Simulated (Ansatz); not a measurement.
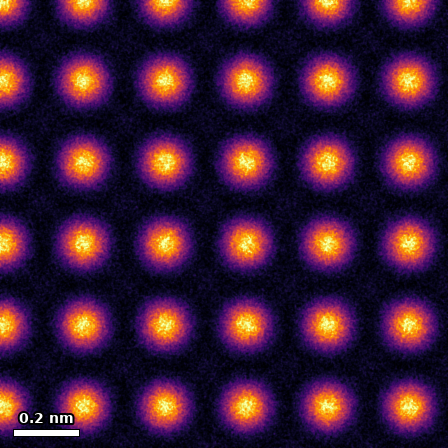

An image along [001] of one of the structures below (computed or model cells, partly hypothetical, each in its standard cell). Simulated incoherent Z contrast: every atom adds Z^1.8 spread by a probe of 1.08 Å full width; channelling and multiple scattering are left out. The probe carries 15 % of its weight in a tail 2.5 times as wide. Shot noise was added.

A. Ir
Space group Im-3m (No. 229). a = 3.048 Å, b = 3.048 Å, c = 3.048 Å, α = 90.00°, β = 90.00°, γ = 90.00°
| atom | site | symmetry | x | y | z |
| --- | --- | --- | --- | --- | --- |
| Ir | 2a | m-3m | 0.0000 | 0.0000 | 0.0000 |

B. SnO2
Space group Fm-3m (No. 225). a = 5.085 Å, b = 5.085 Å, c = 5.085 Å, α = 90.00°, β = 90.00°, γ = 90.00°
```json
{"atom": "Sn", "site": "4a", "symmetry": "m-3m", "x": "0.0000", "y": "0.0000", "z": "0.0000"}
{"atom": "O", "site": "8c", "symmetry": "-43m", "x": "0.2500", "y": "0.7500", "z": "0.7500"}
```

C. Ni
Space group P6_3/mmc (No. 194). a = 2.484 Å, b = 2.484 Å, c = 4.090 Å, α = 90.00°, β = 90.00°, γ = 120.00°
```json
{"atom": "Ni", "site": "2d", "symmetry": "-6m2", "x": "0.3333", "y": "0.6667", "z": "0.7500"}
```

> Which of them gives this image?

B, SnO2. Along [001] the projected cells are A 2.16 × 2.16 Å, 90°; B 2.54 × 2.54 Å, 90°; C 2.48 × 2.48 Å, 120°. The image repeats as B does, and its brightest columns are Sn.

Structure B: a calculation's starting geometry; the starting structure was generated, so it need not be a known form of this composition.
